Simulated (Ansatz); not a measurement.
# Run report: Ru, geometry relaxation (part 3 of 3)

Continued. System: Ru (defect cell, 26 atoms in the cell). Method: DFT PBE, scalar-relativistic, plane waves, PAW, no spin polarisation (Ansatz 0.2.0); cutoff 420 eV, 4×4×4 k-mesh, Gaussian smearing of 0.1 eV. The structure derives from an entry of the Crystallography Open Database. It belongs to a series of runs on one base structure; here: atom 4 (Ru) set half-way to the vacancy, atoms relaxed in the symmetry of that start.

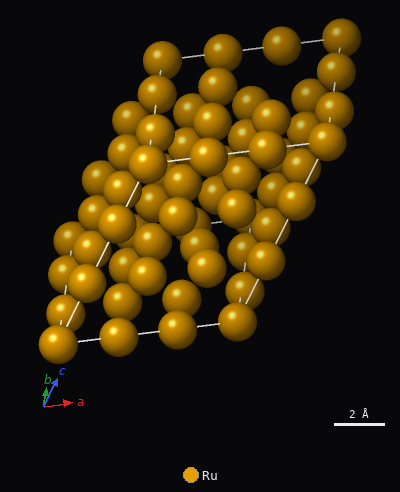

Fig. 1: The geometry at step 4 of the log (spheres-only view of the cell of the calculation, seen at an oblique angle).

Output, continued:
```
  k-point 17: bands = ["-51.0881", "-51.0819", "-51.0670", "-51.0623", "-50.9590", "-50.9561", "-50.9502", "-50.9292", "-50.9095", "-50.9088", "-50.9004", "-50.8925", "-50.8829", "-50.8774", "-50.8747", "-50.8667", "-50.8615", "-50.8544", "-50.8482", "-50.8425", "-50.8322", "-50.8300", "-50.8292", "-50.8199", "-50.7159", "-50.6510", "-21.4991", "-21.4552", "-21.4319", "-21.4235", "-21.4210", "-21.4096", "-21.3803", "-21.3719", "-21.3668", "-21.3477", "-21.2981", "-21.2903", "-21.2903", "-21.2683",
      "-21.2668", "-21.2297", "-21.1932", "-21.1625", "-21.1585", "-21.1440", "-21.1103", "-21.0853", "-21.0703", "-21.0398", "-21.0211", "-21.0080", "-20.9477", "-20.9348", "-20.9228", "-20.9187", "-20.8875", "-20.8837", "-20.8781", "-20.8570", "-20.8371", "-20.8302", "-20.8266", "-20.8197", "-20.8190", "-20.8148", "-20.8141", "-20.8112", "-20.8043", "-20.7911", "-20.7825", "-20.7803", "-20.7782", "-20.7724", "-20.7582", "-20.7414", "-20.7410", "-20.7363", "-20.7254", "-20.7091",
      "-20.7077", "-20.6957", "-20.6895", "-20.6827", "-20.6685", "-20.6583", "-20.6534", "-20.6526", "-20.6367", "-20.6201", "-20.6156", "-20.6104", "-20.5955", "-20.5885", "-20.5648", "-20.5625", "-20.5558", "-20.5443", "-20.5336", "-20.5290", "-20.5119", "-20.4668", "-20.4618", "-20.4567", "15.8445", "15.8466", "15.9623", "16.0422", "16.0793", "16.2187", "16.4819", "16.5761", "16.6169", "16.6325", "16.6996", "16.7741", "16.8237", "16.8810", "16.9841", "16.9913",
      "17.0490", "17.0976", "17.1008", "17.1332", "17.2511", "17.2559", "17.2774", "17.3448", "17.3628", "17.4374", "17.4517", "17.4621", "17.4915", "17.5381", "17.6963", "17.6967", "17.7242", "17.9950", "18.0601", "18.0620", "18.1149", "18.1319", "18.2166", "18.2381", "18.2778", "18.2913", "18.3084", "18.4332", "18.5041", "18.5094", "18.5794", "18.5839", "18.6644", "18.7787", "18.8124", "18.8156", "18.9477", "18.9793", "18.9947", "19.0404",
      "19.0628", "19.2096", "19.2276", "19.3504", "19.3508", "19.3545", "19.5042", "19.5823", "19.6283", "19.6779", "19.7249", "19.7288", "19.7788", "19.8236", "19.8852", "19.8959", "20.0989", "20.1192", "20.1318", "20.1321", "20.2658", "20.3636", "20.4513", "20.4968", "20.5345", "20.5392", "20.6007", "20.6905", "20.7275", "20.7622", "20.7860", "20.9042", "20.9551", "21.0233", "21.0302", "21.0568", "21.0669", "21.1421", "21.1441", "21.1810",
      "21.2372", "21.2512", "21.3649", "21.4310", "21.5605", "21.6675", "21.7082", "21.7318", "21.8574", "22.0435", "22.0586", "22.2076", "22.2402", "22.3310", "22.3927", "22.4802", "22.5669", "22.5927", "22.6172", "22.7129", "22.7147", "22.8973", "23.1306", "23.2229", "23.2685", "23.2686", "23.2730", "23.3429", "23.4066", "23.4084", "23.4363", "23.4678", "23.5692", "23.5700", "23.6347", "23.7054", "24.0671", "24.0709", "24.2753", "24.3684",
      "24.4143", "24.5086", "25.7081", "25.8458", "25.9459", "26.0815", "26.1075", "26.1234", "26.1701", "26.2308"]
--- Relaxed structure (6 steps of the walk, 6 accepted, 0 SCFs on fresh bases) ---
  F+E_penalty+E_count = -152838.83898121 eV   max|allowed force component| = 2.430e-3 eV/Å
  atoms:
    - { symbol: Ru, position: [0.6591033171783035, 0.6838834786835791, 0.35055014535024587] }
    - { symbol: Ru, position: [0.6646339345442688, 0.6662873447380552, 0.6759927017951826] }
    - { symbol: Ru, position: [0.6742300161550302, 0.31611652131642065, 0.9827831879830878] }
    - { symbol: Ru, position: [0.666666666666667, 0.5, 0.16666666666666652] }
    - { symbol: Ru, position: [0.6686993987890644, 0.33371265526194466, 0.6573406315381511] }
    - { symbol: Ru, position: [0.6686993987890643, -0.00932603512851582, 0.00037932192861145353] }
    - { symbol: Ru, position: [0.6646339345442689, 0.009326035128515875, 0.33295401140472186] }
    - { symbol: Ru, position: [0.6666666666666669, 0.0, 0.6666666666666667] }
    - { symbol: Ru, position: [0.3345620862575557, 0.6614709231194188, 1.0051957435472478] }
    - { symbol: Ru, position: [0.3064630587878718, 0.6838834786835792, 0.3505501453502458] }
    - { symbol: Ru, position: [0.33110523806816383, 0.6660785325408025, 0.6717109913228702] }
    - { symbol: Ru, position: [0.3353612521699134, 0.3313054144967533, -0.002027918836579934] }
    - { symbol: Ru, position: [0.33456208625755574, 0.33852907688058115, 0.32813758978608554] }
    - { symbol: Ru, position: [0.34024731441084005, 0.3337126552619449, 0.6573406315381508] }
    - { symbol: Ru, position: [0.3402473144108401, -0.009326035128515792, 0.0003793219286114813] }
    - { symbol: Ru, position: [0.3311052380681637, 0.005044324656203608, 0.33274519920746914] }
    - { symbol: Ru, position: [0.3367839356026606, -2.7755575615628914e-17, 0.6666666666666669] }
    - { symbol: Ru, position: [-0.0012287529242223094, 0.6614709231194188, 0.005195743547247833] }
    - { symbol: Ru, position: [-0.0020279188365802114, 0.6686945855032469, 0.33536125216991347] }
    - { symbol: Ru, position: [-0.006913981077506737, 0.6662873447380552, 0.6759927017951828] }
    - { symbol: Ru, position: [0.026870274545461537, 0.3161165213164209, -0.017216812016912497] }
    - { symbol: Ru, position: [-0.001228752924222254, 0.33852907688058115, 0.3281375897860855] }
    - { symbol: Ru, position: [0.0022280952651697328, 0.3339214674591975, 0.6616223420104633] }
    - { symbol: Ru, position: [0.002228095265169679, -0.005044324656203597, 0.0005881341258641723] }
    - { symbol: Ru, position: [-0.006913981077506721, 0.009326035128515835, 0.3329540114047219] }
    - { symbol: Ru, position: [-0.0034506022693271705, -2.927345865710862e-17, 0.666666666666667] }
```

Trajectory as extended XYZ (Å, eV, eV/Å), 6 frames, from step=1 to step=6:
```
26
Lattice="5.7153 0.0000 -5.7153 0.0000 5.7153 -5.7153 5.7153 5.7153 0.0000" Properties=species:S:1:pos:R:3:forces:R:3 step=1 energy=-152837.59202
Ru    5.7153    5.7153   -7.6203    1.2203   2.6822  -1.2203
Ru    7.6203    7.6203   -7.6203   -0.1624  -0.0437  -0.1211
Ru    9.5254    7.6203   -5.7153   -1.2203  -2.6822   1.2203
Ru    4.7627    3.8102   -6.6678    0.0000   0.0000   0.0000
Ru    7.6203    5.7153   -5.7153    0.1624   0.0437   0.1211
Ru    3.8102    0.0000   -3.8102   -0.1211   0.0437  -0.1624
Ru    5.7153    1.9051   -3.8102    0.1211  -0.0437   0.1624
Ru    7.6203    3.8102   -3.8102    0.0000   0.0000   0.0000
Ru    7.6203    9.5254   -5.7153   -0.2725   0.0000   0.1712
Ru    3.8102    5.7153   -5.7153   -1.2203   2.6822   1.2203
Ru    5.7153    7.6203   -5.7153    0.1579  -0.0956   0.1579
Ru    1.9051    1.9051   -3.8102    0.0000  -0.1252   0.0000
Ru    3.8102    3.8102   -3.8102   -0.1712   0.0000   0.2725
Ru    5.7153    5.7153   -3.8102    0.1211   0.0437   0.1624
Ru    1.9051    0.0000   -1.9051   -0.1624   0.0437  -0.1211
Ru    3.8102    1.9051   -1.9051   -0.1579  -0.0956  -0.1579
Ru    5.7153    3.8102   -1.9051    0.2021   0.0000  -0.2021
Ru    0.0000    3.8102   -3.8102    0.1712   0.0000  -0.2725
Ru    1.9051    5.7153   -3.8102    0.0000   0.1252   0.0000
Ru    3.8102    7.6203   -3.8102   -0.1211  -0.0437  -0.1624
Ru    0.0000    1.9051   -1.9051    1.2203  -2.6822  -1.2203
Ru    1.9051    3.8102   -1.9051    0.2725   0.0000  -0.1712
Ru    3.8102    5.7153   -1.9051   -0.1579   0.0956  -0.1579
Ru    0.0000    0.0000    0.0000    0.1579   0.0956   0.1579
Ru    1.9051    1.9051    0.0000    0.1624  -0.0437   0.1211
Ru    3.8102    3.8102    0.0000   -0.2021   0.0000   0.2021
26
Lattice="5.7153 0.0000 -5.7153 0.0000 5.7153 -5.7153 5.7153 5.7153 0.0000" Properties=species:S:1:pos:R:3:forces:R:3 step=2 energy=-152838.73646
Ru    5.7654    5.8721   -7.6705   -0.0574   0.1952   0.0574
Ru    7.6271    7.6430   -7.6225    0.2100   0.1875   0.2002
Ru    9.4752    7.4635   -5.6651    0.0574  -0.1952  -0.0574
Ru    4.7627    3.8102   -6.6678    0.0000   0.0000   0.0000
Ru    7.6135    5.6926   -5.7131   -0.2100  -0.1875  -0.2002
Ru    3.8080   -0.0227   -3.8034    0.2002  -0.1875   0.2100
Ru    5.7174    1.9278   -3.8170   -0.2002   0.1875  -0.2100
Ru    7.6203    3.8102   -3.8102    0.0000   0.0000   0.0000
Ru    7.6193    9.5254   -5.6883    0.2642   0.0000  -0.0574
Ru    3.7600    5.8721   -5.6651    0.0574   0.1952  -0.0574
Ru    5.7362    7.6366   -5.6943   -0.1056  -0.0656  -0.1056
Ru    1.9051    1.8683   -3.8102    0.0000   0.2268   0.0000
Ru    3.7832    3.8102   -3.8092    0.0574   0.0000  -0.2642
Ru    5.7174    5.6926   -3.8170   -0.2002  -0.1875  -0.2100
Ru    1.9119   -0.0227   -1.9072    0.2100  -0.1875   0.2002
Ru    3.7893    1.9213   -1.9260    0.1056  -0.0656   0.1056
Ru    5.7273    3.8102   -1.9171    0.0862   0.0000  -0.0862
Ru    0.0269    3.8102   -3.8112   -0.0574   0.0000   0.2642
Ru    1.9051    5.7520   -3.8102    0.0000  -0.2268   0.0000
Ru    3.8080    7.6430   -3.8034    0.2002   0.1875   0.2100
Ru    0.0502    1.7482   -1.9553   -0.0574  -0.1952   0.0574
Ru    1.9061    3.8102   -1.9320   -0.2642   0.0000   0.0574
Ru    3.7893    5.6990   -1.9260    0.1056   0.0656   0.1056
Ru    0.0209   -0.0162    0.0209   -0.1056   0.0656  -0.1056
Ru    1.8983    1.9278    0.0021   -0.2100   0.1875  -0.2002
Ru    3.7982    3.8102    0.0120   -0.0862   0.0000   0.0862
26
Lattice="5.7153 0.0000 -5.7153 0.0000 5.7153 -5.7153 5.7153 5.7153 0.0000" Properties=species:S:1:pos:R:3:forces:R:3 step=3 energy=-152838.82745
Ru    5.7642    5.9114   -7.6693   -0.0073  -0.0696   0.0073
Ru    7.6498    7.6632   -7.6079    0.1002   0.0674   0.0206
Ru    9.4764    7.4241   -5.6663    0.0073   0.0696  -0.0073
Ru    4.7627    3.8102   -6.6678    0.0000   0.0000   0.0000
Ru    7.5908    5.6724   -5.7277   -0.1002  -0.0674  -0.0206
Ru    3.8226   -0.0429   -3.7807    0.0206  -0.0674   0.1002
Ru    5.7028    1.9480   -3.8397   -0.0206   0.0674  -0.1002
Ru    7.6203    3.8102   -3.8102    0.0000   0.0000   0.0000
Ru    7.6463    9.5254   -5.6877    0.1025   0.0000  -0.0310
Ru    3.7612    5.9114   -5.6663    0.0073  -0.0696  -0.0073
Ru    5.7347    7.6494   -5.6958   -0.0226  -0.0485  -0.0226
Ru    1.9051    1.8696   -3.8102    0.0000   0.1082   0.0000
Ru    3.7826    3.8102   -3.8361    0.0310   0.0000  -0.1025
Ru    5.7028    5.6724   -3.8397   -0.0206  -0.0674  -0.1002
Ru    1.9346   -0.0429   -1.8926    0.1002  -0.0674   0.0206
Ru    3.7908    1.9341   -1.9245    0.0226  -0.0485   0.0226
Ru    5.7379    3.8102   -1.9277   -0.0251   0.0000   0.0251
Ru    0.0276    3.8102   -3.7843   -0.0310   0.0000   0.1025
Ru    1.9051    5.7507   -3.8102    0.0000  -0.1082   0.0000
Ru    3.8226    7.6632   -3.7807    0.0206   0.0674   0.1002
Ru    0.0490    1.7089   -1.9541   -0.0073   0.0696   0.0073
Ru    1.8792    3.8102   -1.9327   -0.1025   0.0000   0.0310
Ru    3.7908    5.6862   -1.9245    0.0226   0.0485   0.0226
Ru    0.0194   -0.0290    0.0194   -0.0226   0.0485  -0.0226
Ru    1.8756    1.9480   -0.0124   -0.1002   0.0674  -0.0206
Ru    3.7875    3.8102    0.0226    0.0251   0.0000  -0.0251
26
Lattice="5.7153 0.0000 -5.7153 0.0000 5.7153 -5.7153 5.7153 5.7153 0.0000" Properties=species:S:1:pos:R:3:forces:R:3 step=4 energy=-152838.83642
Ru    5.7710    5.9083   -7.6761    0.0023   0.0468  -0.0023
Ru    7.6621    7.6680   -7.6074   -0.0100   0.0221  -0.0106
Ru    9.4697    7.4273   -5.6595   -0.0023  -0.0468   0.0023
Ru    4.7627    3.8102   -6.6678    0.0000   0.0000   0.0000
Ru    7.5786    5.6676   -5.7282    0.0100  -0.0221   0.0106
Ru    3.8231   -0.0477   -3.7685   -0.0106  -0.0221  -0.0100
Ru    5.7023    1.9527   -3.8519    0.0106   0.0221   0.0100
Ru    7.6203    3.8102   -3.8102    0.0000   0.0000   0.0000
Ru    7.6647    9.5254   -5.6991   -0.0746   0.0000   0.0267
Ru    3.7544    5.9083   -5.6595   -0.0023   0.0468   0.0023
Ru    5.7314    7.6436   -5.6991   -0.0057   0.0429  -0.0057
Ru    1.9051    1.8887   -3.8102    0.0000  -0.0326   0.0000
Ru    3.7941    3.8102   -3.8545   -0.0267   0.0000   0.0746
Ru    5.7023    5.6676   -3.8519    0.0106  -0.0221   0.0100
Ru    1.9468   -0.0477   -1.8921   -0.0100  -0.0221  -0.0106
Ru    3.7940    1.9283   -1.9212    0.0057   0.0429   0.0057
Ru    5.7345    3.8102   -1.9244    0.0064   0.0000  -0.0064
Ru    0.0161    3.8102   -3.7658    0.0267   0.0000  -0.0746
Ru    1.9051    5.7316   -3.8102    0.0000   0.0326   0.0000
Ru    3.8231    7.6680   -3.7685   -0.0106   0.0221  -0.0100
Ru    0.0557    1.7121   -1.9608    0.0023  -0.0468  -0.0023
Ru    1.8607    3.8102   -1.9212    0.0746   0.0000  -0.0267
Ru    3.7940    5.6920   -1.9212    0.0057  -0.0429   0.0057
Ru    0.0161   -0.0232    0.0161   -0.0057  -0.0429  -0.0057
Ru    1.8634    1.9527   -0.0130    0.0100   0.0221   0.0106
Ru    3.7909    3.8102    0.0193   -0.0064   0.0000   0.0064
26
Lattice="5.7153 0.0000 -5.7153 0.0000 5.7153 -5.7153 5.7153 5.7153 0.0000" Properties=species:S:1:pos:R:3:forces:R:3 step=5 energy=-152838.83869
Ru    5.7710    5.9133   -7.6761   -0.0058  -0.0104   0.0058
Ru    7.6629    7.6732   -7.6058   -0.0029  -0.0086  -0.0001
Ru    9.4697    7.4223   -5.6595    0.0058   0.0104  -0.0058
Ru    4.7627    3.8102   -6.6678    0.0000   0.0000   0.0000
Ru    7.5778    5.6624   -5.7298    0.0029   0.0086   0.0001
Ru    3.8247   -0.0528   -3.7676   -0.0001   0.0086  -0.0029
Ru    5.7007    1.9579   -3.8527    0.0001  -0.0086   0.0029
Ru    7.6203    3.8102   -3.8102    0.0000   0.0000   0.0000
Ru    7.6560    9.5254   -5.6909    0.0110   0.0000  -0.0015
Ru    3.7544    5.9133   -5.6595    0.0058  -0.0104  -0.0058
Ru    5.7315    7.6458   -5.6990   -0.0024  -0.0040  -0.0024
Ru    1.9051    1.8776   -3.8102    0.0000   0.0308   0.0000
Ru    3.7858    3.8102   -3.8458    0.0015   0.0000  -0.0110
Ru    5.7007    5.6624   -3.8527    0.0001   0.0086   0.0029
Ru    1.9477   -0.0528   -1.8906   -0.0029   0.0086  -0.0001
Ru    3.7939    1.9306   -1.9214    0.0024  -0.0040   0.0024
Ru    5.7361    3.8102   -1.9259   -0.0164   0.0000   0.0164
Ru    0.0244    3.8102   -3.7745   -0.0015   0.0000   0.0110
Ru    1.9051    5.7427   -3.8102    0.0000  -0.0308   0.0000
Ru    3.8247    7.6732   -3.7676   -0.0001  -0.0086  -0.0029
Ru    0.0557    1.7071   -1.9608   -0.0058   0.0104   0.0058
Ru    1.8694    3.8102   -1.9295   -0.0110   0.0000   0.0015
Ru    3.7939    5.6898   -1.9214    0.0024   0.0040   0.0024
Ru    0.0163   -0.0255    0.0163   -0.0024   0.0040  -0.0024
Ru    1.8625    1.9579   -0.0145    0.0029  -0.0086   0.0001
Ru    3.7893    3.8102    0.0209    0.0164   0.0000  -0.0164
26
Lattice="5.7153 0.0000 -5.7153 0.0000 5.7153 -5.7153 5.7153 5.7153 0.0000" Properties=species:S:1:pos:R:3:forces:R:3 step=6 energy=-152838.83898
Ru    5.7704    5.9120   -7.6755   -0.0003  -0.0018   0.0003
Ru    7.6620    7.6715   -7.6066    0.0014  -0.0001  -0.0022
Ru    9.4702    7.4235   -5.6601    0.0003   0.0018  -0.0003
Ru    4.7627    3.8102   -6.6678    0.0000   0.0000   0.0000
Ru    7.5787    5.6641   -5.7290   -0.0014   0.0001   0.0022
Ru    3.8240   -0.0511   -3.7685   -0.0022   0.0001   0.0014
Ru    5.7015    1.9562   -3.8519    0.0022  -0.0001  -0.0014
Ru    7.6203    3.8102   -3.8102    0.0000   0.0000   0.0000
Ru    7.6571    9.5254   -5.6926    0.0010   0.0000   0.0018
Ru    3.7550    5.9120   -5.6601    0.0003  -0.0018  -0.0003
Ru    5.7313    7.6458   -5.6992    0.0002  -0.0016   0.0002
Ru    1.9051    1.8819   -3.8102    0.0000  -0.0024   0.0000
Ru    3.7875    3.8102   -3.8469   -0.0018   0.0000  -0.0010
Ru    5.7015    5.6641   -3.8519    0.0022   0.0001  -0.0014
Ru    1.9468   -0.0511   -1.8913    0.0014   0.0001  -0.0022
Ru    3.7941    1.9306   -1.9212   -0.0002  -0.0016  -0.0002
Ru    5.7350    3.8102   -1.9248    0.0021   0.0000  -0.0021
Ru    0.0227    3.8102   -3.7734    0.0018   0.0000   0.0010
Ru    1.9051    5.7384   -3.8102    0.0000   0.0024   0.0000
Ru    3.8240    7.6715   -3.7685   -0.0022  -0.0001   0.0014
Ru    0.0552    1.7083   -1.9603   -0.0003   0.0018   0.0003
Ru    1.8684    3.8102   -1.9278   -0.0010   0.0000  -0.0018
Ru    3.7941    5.6898   -1.9212   -0.0002   0.0016  -0.0002
Ru    0.0161   -0.0255    0.0161    0.0002   0.0016   0.0002
Ru    1.8634    1.9562   -0.0138   -0.0014  -0.0001   0.0022
Ru    3.7904    3.8102    0.0197   -0.0021   0.0000   0.0021
```

Summary:

| quantity | value |
| --- | --- |
| outcome | converged |
| electrons treated | 416 |
| free energy | −152838.8390 eV |
| Fermi energy | 21.949 eV |
| gap on the k-point mesh | none (metallic) |
| pressure | −1.80 GPa |
| final volume | 373.37 Å³ |
| largest force (length of the vector) at the end | 0.003 eV/Å |
| wall time | 2.4 min (CPU time 8.8 min) |
| peak memory | 2 GiB |

Notes on the run: the SCF threshold is looser than advised for the printed stress.
